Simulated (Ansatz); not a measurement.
Fe₁₃Co₃: band-structure calculation (part 1 of 2)

- system: Fe₁₃Co₃ (16 atoms in the cell)
- method: DFT r2SCAN, scalar-relativistic, plane waves, PAW, spin-polarised (Ansatz 0.2.0)

The structure derives from a Materials Project entry. Figures and captions count atoms from 1; the log counts them from 0 in places.

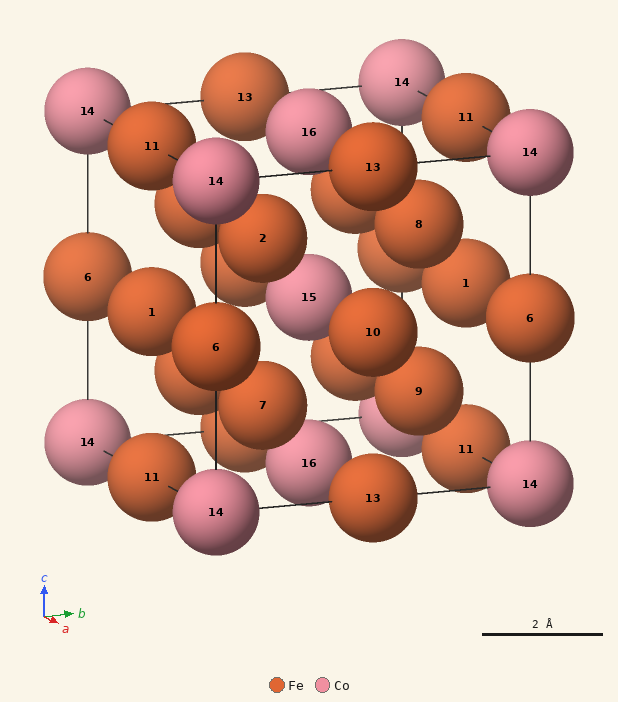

**Figure 1.** The structure as given in the input (spheres-only view of the cell of the calculation, seen slightly off an axis; atoms are numbered from 1 in the order of the input). An atom can appear more than once, as a periodic image.

Input
```yaml
crystal:
  lattice:
    - [5.6929679044, 0.0, 0.0]
    - [0.0, 5.6929679044, 0.0]
    - [0.0, 0.0, 5.6990270837]
  atoms:
    - { symbol: Fe, position: [0.5, 0.0, 0.5], spin: 3.05 }
    - { symbol: Fe, position: [0.7485430216, 0.2514569784, 0.7520091431], spin: 3.14 }
    - { symbol: Fe, position: [0.2514569784, 0.7485430216, 0.2479908569], spin: 3.14 }
    - { symbol: Fe, position: [0.2514569784, 0.7485430216, 0.7520091431], spin: 3.14 }
    - { symbol: Fe, position: [0.2514569784, 0.2514569784, 0.7520091431], spin: 3.14 }
    - { symbol: Fe, position: [0.0, 0.0, 0.5], spin: 3.06 }
    - { symbol: Fe, position: [0.7485430216, 0.2514569784, 0.2479908569], spin: 3.14 }
    - { symbol: Fe, position: [0.7485430216, 0.7485430216, 0.7520091431], spin: 3.14 }
    - { symbol: Fe, position: [0.7485430216, 0.7485430216, 0.2479908569], spin: 3.14 }
    - { symbol: Fe, position: [0.0, 0.5, 0.5], spin: 3.05 }
    - { symbol: Fe, position: [0.5, 0.0, 0.0], spin: 2.95 }
    - { symbol: Fe, position: [0.2514569784, 0.2514569784, 0.2479908569], spin: 3.14 }
    - { symbol: Fe, position: [0.0, 0.5, 0.0], spin: 2.95 }
    - { symbol: Co, position: [0.0, 0.0, 0.0], spin: 2.14 }
    - { symbol: Co, position: [0.5, 0.5, 0.5], spin: 2.11 }
    - { symbol: Co, position: [0.5, 0.5, 0.0], spin: 2.11 }
basis:
  ecutwfc: 500
kpoints:
  mp_grid: { grid: [6, 6, 6] }
  band_path:
    path:
      - [[0.0, 0.0, 0.0], [0.0, 0.5, 0.0], [0.5, 0.5, 0.0], [0.0, 0.0, 0.0], [0.0, 0.0, 0.5], [0.0, 0.5, 0.5], [0.5, 0.5, 0.5], [0.0, 0.0, 0.5]]
      - [[0.0, 0.5, 0.0], [0.0, 0.5, 0.5]]
      - [[0.5, 0.5, 0.0], [0.5, 0.5, 0.5]]
    npoints: 10
hamiltonian:
  xc: r2scan
scf:
  occupations: { method: gaussian, width: 0.1 }
  n_extra_bands: 40
output:
  forces: true
  stress: true
  eigenvalues: true
  populations: true
  dos: { projected: true, de: 0.02, nscf_kmesh: { grid: [9, 9, 9] } }
  bader: false
  write_density: true
  write_potential: true
  elf: true
  volumetric_format: npy
magnetization:
  spin_polarized: true
checkpoint:
  read: start.run
  write: ck
  compress: false
  write_wavefunctions: false
  write_every: 100000
```

Run on 4 threads of Oxide Virtual Turin-like (Zen 5), 32 GiB of memory available, shared host.

Command:
```bash
ansatz run input.yaml --threads 4 --pin off --max-ram 10240MiB --backend cpu --events-out ev --progress --plain --runs-dir out
```

The program's output
```
Warning: the band count 170 (scf.n_extra_bands) hosts the net moment |M| = 46.5400 μB (N_el = 259) but caps the reachable moment at 2·n_bands − N_el = 81.0000 μB, below the 184 bands that the automatic rule leaves for it — a moment growing past the seed, or the majority channel's smearing tail, pins there with fewer empty majority states than that count leaves; raise or omit scf.n_extra_bands unless the cap is intended
Warning: checkpoint.read: spin seed differs: saved e05c9c1d81f7…, current 147a375685d3…; the loaded state replaces the seed-built initial guess (but the starting_ns of a DFT+U solve that opens without the state's occupation matrices), so the run may converge into the producing seed's basin, or, where the symmetry group that follows from this deck's starting moments and starting_ns does not hold the saved magnetisation, lose that magnetisation at its first build. Where atoms have moved since the state was saved, this difference can also decide whether moments are moved with them. A self-consistent run of this deck without the state starts from its starting moments and, under a DFT+U term, its starting_ns
scf.n_extra_bands = 40 over 130 filled bands (N_el = 259.0): the run solves 170 bands
Engine: ansatz 0.2.0, x86_64-unknown-linux-gnu
Pseudopotentials: kind: paw
Pseudopotential: Fe, paw, valence charge 16, recommended cutoff 500 eV (meta_gga), Fe.paw.azcp
Pseudopotential: Co, paw, valence charge 17, recommended cutoff 500 eV (meta_gga), Co.paw.azcp
Functional definition: r2SCAN
  parameter k0 = 0.174
  parameter k1 = 0.065
  parameter a1 = 4.9479
  exchange = r2scan_x(k0 = k0, k1 = k1, a1 = a1)
  correlation = r2scan_c
Crystal: 16 atoms, lattice volume = 184.705 Å³
Basis set: ecut = 500 eV, 4697 PW (Γ), exchange–correlation on 180×180×180 points (64 copies of the dense FFT grid, shifted against one another)
Bands: 170, of which v1, the nominal top of the filled ones, is band 130 counted from 1 (129 counted from 0)
Symmetry: 16 space group operations
Space group: P4/mmm (ITA 123), of the structure as read, at distance tolerance 5.7e-5 Å
Magnetic group: BNS 123.339 (UNI 999), of the structure as read, at distance tolerance 5.7e-5 Å
k-points: 40 of 216
Non-local potential: Fe, projectors of the file, l = 0: 3, l = 1: 2, l = 2: 3, l = 3: 1
Non-local potential: Co, projectors of the file, l = 0: 3, l = 1: 2, l = 2: 3, l = 3: 1
PAW form: soft (Blöchl's): semilocal exchange-correlation on the pseudo side does not see the compensation charge
PAW frozen core: Fe, regenerated for the run's functional (the file was generated under x = pbe(κ = 0.804, μ = 0.2195149727645171), c = pbe(β = 0.06672455060314922))
PAW frozen core: Co, regenerated for the run's functional (the file was generated under x = pbe(κ = 0.804, μ = 0.2195149727645171), c = pbe(β = 0.06672455060314922))
PAW one-centre angular grid: Fe, 590 points (default); XC on 160 Gauss nodes
PAW one-centre angular grid: Co, 590 points (default); XC on 160 Gauss nodes
Initial density: read from a saved state, or passed on in memory by an earlier SCF of this step, an earlier step, the calling program or the single point that the run made first
Stability of the state it starts from, as read at its close in the collinear treatment: not read, because the mixer in use, unlike msr1, does not test its closes by its own steps (another_mixer); its run was given moments
Starting moments: Σ|m| = 46.54 μB on 16 of 16 sites; this step starts from the density that it was given
Initial wavefunctions: pseudopotential atomic-orbital guess
Functional: x = r2scan, c = r2scan; τ floored in thin density (d = 2e-4 eV/Å³)
iter 1 solved again at ethr=9.96e-9 eV; its pass at ethr=3.10e-3 eV (dr2=2.58e-5 eV) is discarded
SCF iter   1: F=—  HF=-73712.802764 eV  |F-HF|=—  |Δ(HF+E_count)|=         —  Δρ=3.79e-7 (↑2.27e-7 ↓3.79e-7)  dr2=3.58e-10  dr2_τ=4.34e-12  dr2_m=8.52e-11  M=39.957 μB ∫|m|=45.055 μB  β_m=1.20  ethr=9.96e-9  ⟨swp⟩=4.7  Hψ=100398  notcnv=0
eigensolver tolerance schedule: the retry pair's looser diagonalisation over-reported the residual by 72090.27 of it (diagonalisation noise at 0.30 of the residual, at the tolerance the schedule requests for it); recorded, not acted on — ethr = c·dr2/N_el stays at c = 1.0e-1
preconditioner: auto → Kerker (q_TF=auto, 2.886 Å⁻¹)  [metal: Δε(μ)=0.007 eV  Ē_g=7.169 eV  σ=0.100 eV  W_gap=0.04  n_scr=80 (ndim 8)  ℏωp=31.3 eV  f_vac=0.000  D(μ)=7.52/eV (n_scr^D=80)]
spin=Collinear: Kerker preconditioning applied to the charge; magnetization (m = ρ↑ − ρ↓) channel mixes plain (no charge-response kernel on spin).
SCF iter   2: F=-73712.802764 eV  HF=-73712.802764 eV  |F-HF|=3.20e-10  |Δ(HF+E_count)|=   2.12e-7  Δρ=5.15e-7 (↑2.34e-7 ↓5.15e-7)  dr2=4.22e-10  dr2_τ=6.02e-12  dr2_m=1.50e-10  M=39.957 μB ∫|m|=45.055 μB  ethr=1.00e-12  ⟨swp⟩=12.5  Hψ=99424  notcnv=0
SCF 1 converged in 2 iterations: F = -73712.802764 eV  dr2 = 4.22e-10
  greatest PAW one-centre occupation: 1.005 electrons in one spin orbital (limit 2), on the Fe atom at site 11 (counted from 0), in its partial waves of l = 1
this state was not tested for a lower state beside it, because the mixer in use, unlike msr1, does not test its closes by its own steps (another_mixer; see scf.mixing.algorithm and scf.lower_state_search)
NSCF: frozen V_eff on 93 k-points
NSCF: frozen V_eff on 75 k-points
SCF converged after 2 iterations
Magnetization: 39.9569 μB (149.4785 up, 109.5215 down)
Absolute magnetization: 45.0702 μB (∫|ρ↑−ρ↓|, with the PAW one-centre terms)
Spin contamination: 1.8201 ħ² per cell (⟨S²⟩ above its minimum at these occupations)
Per-site moments (μB) at R_I (Å): [(2.7696747637515897, 1.0199735778467731), (2.8578816850190276, 1.0105482314312726), (2.8578816850190254, 1.0105482314312728), (2.8578816850190294, 1.0105482314312726), (2.857881685019027, 1.0105482314312728), (2.7821858789275735, 1.0239047625432423), (2.857881685019028, 1.0105482314312728), (2.8578816850190285, 1.0105482314312726), (2.8578816850190276, 1.0105482314312726), (2.7696747637515893, 1.0199735778467731), (2.679605931841337, 1.0145159394026584), (2.857881685019026, 1.0105482314312728), (2.6796059318413374, 1.0145159394026584), (1.9435464111683423, 1.0184681902520298), (1.9166856931001075, 1.0160271828314247), (1.9142958599281155, 1.0105482314312726)]
Free energy (F): -73712.802764 eV
Harris-Foulkes:  -73712.802764 eV  (|F-HF|=3.20e-10)
Internal energy: -73712.765159 eV  (E = F + TS)
E sigma→0 (E₀):  -73712.783962 eV
Entropy (-TS):   -0.037604 eV (-2.350 meV/atom)
Fermi energy:    18.011609 eV
--- Per-component energies (eV) ---
  E_band       = -3974.232317
  E_kinetic    = 5894.938227
  E_local      = -35931.683702  (includes V_loc(G=0)·N_el)
  E_nonlocal   = 4269.312291
  E_hartree    = 15084.074592
  E_xc         = -1941.478616
  E_vxc        = -2870.142802  (∫ρ·V_xc dr)
  E_paw        = -22502.046961  (= ΣΔE_a)
  E_vpaw       = -5706.067242  (= ΣTr[D̂ρ^β])
  E_aug_tail   = 0.003456  (compensation charges beyond the density's cutoff)
  E_vtau       = 201.256234  (kinetic-family band-sum trace: ∫τ·v_τ [+ j·A + Jᵃ·Aᵃ] dr)
  E_ewald      = -38581.235654
  E_core_change = -4.648793  (= ΣΔE_core)
  E_smearing   = -0.037604  (= −TS)
  E_closure    = 0.000000  (closes the sum)
  Σ components = -73712.802764   (vs F -73712.802764, Δ=0.00e0)
--- Forces (eV/Å), atoms counted from 1 ---
  atom   1  Fe     0.00000000    -0.00000000     0.00000000
  atom   2  Fe     0.00009175    -0.00009175    -0.00007484
  atom   3  Fe    -0.00009175     0.00009175     0.00007484
  atom   4  Fe    -0.00009175     0.00009175    -0.00007484
  atom   5  Fe    -0.00009175    -0.00009175    -0.00007484
  atom   6  Fe     0.00000000     0.00000000     0.00000000
  atom   7  Fe     0.00009175    -0.00009175     0.00007484
  atom   8  Fe     0.00009175     0.00009175    -0.00007484
  atom   9  Fe     0.00009175     0.00009175     0.00007484
  atom  10  Fe     0.00000000     0.00000000     0.00000000
  atom  11  Fe     0.00000000    -0.00000000     0.00000000
  atom  12  Fe    -0.00009175    -0.00009175     0.00007484
  atom  13  Fe     0.00000000     0.00000000     0.00000000
  atom  14  Co     0.00000000     0.00000000     0.00000000
  atom  15  Co     0.00000000    -0.00000000     0.00000000
  atom  16  Co     0.00000000    -0.00000000     0.00000000
  max |Σ_I F_I| component: 4.77e-18 eV/Å
--- Stress (GPa, compression-positive) ---
        0.000050       0.000000       0.000000
        0.000000       0.000050       0.000000
        0.000000       0.000000       0.004837
  P = ⅓ Tr σ = 0.0016 GPa (0.016 kbar)
--- Band table (eV; the first three rows and the last of 80) ---
  k-point 0 ↑: bands = ["-82.2043", "-82.1373", "-82.1339", "-74.2669", "-74.2550", "-74.2550", "-74.2550", "-74.2502", "-74.2502", "-74.2502", "-74.2456", "-74.0097", "-73.9906", "-73.9872", "-73.7873", "-73.7851", "-44.0101", "-44.0101", "-43.9829", "-43.9748", "-43.9348", "-43.9340", "-43.9340", "-43.9225", "-43.9225", "-39.0640", "-39.0602", "-39.0516", "-39.0516", "-39.0245", "-39.0245", "-39.0216", "-39.0216", "-39.0055", "-38.9990", "-38.9912", "-38.9615", "-38.9458", "-38.9406", "-38.9374",
      "-38.9374", "-38.9045", "-38.9010", "-38.9010", "-38.8927", "-38.8613", "-38.8613", "-38.8400", "-38.8350", "-38.6813", "-38.6813", "-38.6793", "-38.6606", "-38.6606", "-38.6584", "-38.6392", "-38.6392", "-38.6256", "-38.4751", "-38.4751", "-38.4545", "-38.4545", "-38.4508", "-38.4260", "9.2365", "12.4167", "12.4428", "12.5039", "12.5348", "12.5523", "12.5542", "12.5555", "12.5555", "12.9222", "12.9296", "12.9296", "12.9338", "12.9924", "13.0339", "13.8369",
      "13.8752", "13.8752", "13.8932", "13.8932", "13.9404", "14.0179", "14.0215", "14.0215", "14.2035", "14.2058", "14.2058", "14.2153", "14.2225", "14.2249", "14.2249", "14.2836", "14.4081", "14.8902", "14.8999", "14.8999", "15.1903", "15.2457", "15.2457", "15.2784", "15.2784", "15.3229", "15.3278", "15.4006", "15.4006", "15.4756", "15.4756", "15.5570", "15.7692", "15.7991", "15.8735", "15.8950", "15.9437", "15.9653", "16.0134", "16.0606",
      "16.0606", "16.0614", "16.1594", "16.1628", "16.1628", "16.1652", "16.1816", "16.1816", "16.1982", "16.1987", "16.2021", "16.2384", "16.2787", "16.3091", "16.3131", "16.4322", "17.1350", "17.1350", "17.1816", "17.3277", "17.4328", "17.4734", "17.4734", "17.4875", "17.5001", "17.5002", "17.5002", "17.5477", "17.5502", "17.5502", "17.6263", "18.3375", "18.4076", "18.4076", "18.4583", "18.4583", "18.5203", "24.6361", "24.8628", "24.9137",
      "24.9137", "24.9256", "24.9991", "26.4223", "26.4223", "26.4301", "26.4346", "26.4346", "26.4420", "27.8960"]
```
